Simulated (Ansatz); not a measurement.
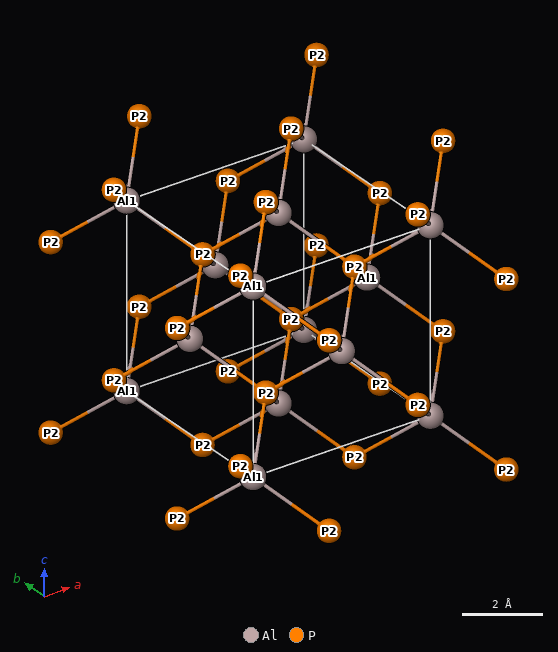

The starting point is crystalline AlP (set up in F-43m). A ball-and-stick model of the conventional cell (4 times the calculation's cell), seen from a free direction. Lengths and directions refer to the drawn axes.

These are results of DFT, PBE, PAW with Ansatz's default frozen-core files, scalar-relativistic (Ansatz), not measurements. Set-up: plane-wave cutoff 420 eV; k-point mesh 13 × 13 × 13; occupations fermi dirac; smearing width 0.03 eV; no spin polarisation.

Now this is done to it. All lengths are scaled by +2.0 % (volume +6.0 %), the atoms keeping their fractional coordinates. No relaxation follows.

Q: What does the calculation give for the changed structure?

A: Some distances before and after: Al–P 2.360 → 2.407 Å. The space group stays F-43m (No. 216). It lowers the energy by 1.4 meV per atom. The pressure goes from 2.7 to −2.1 GPa. All forces vanish by symmetry. The gap on the k-mesh: 1.61 eV before, 1.72 eV after.

The changed structure in the same view:

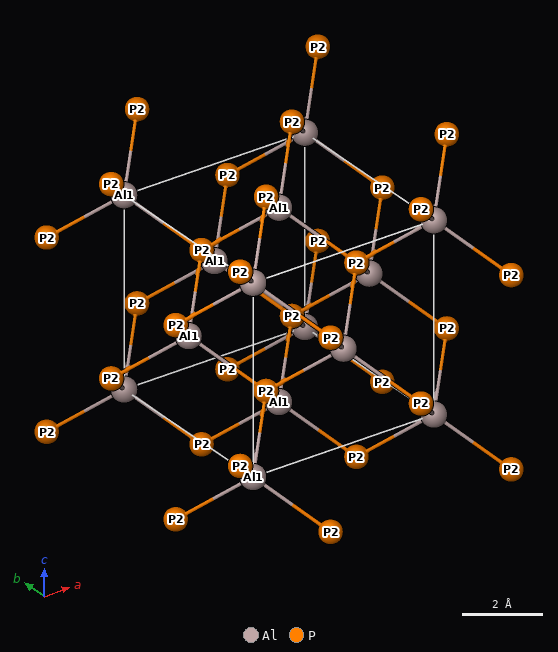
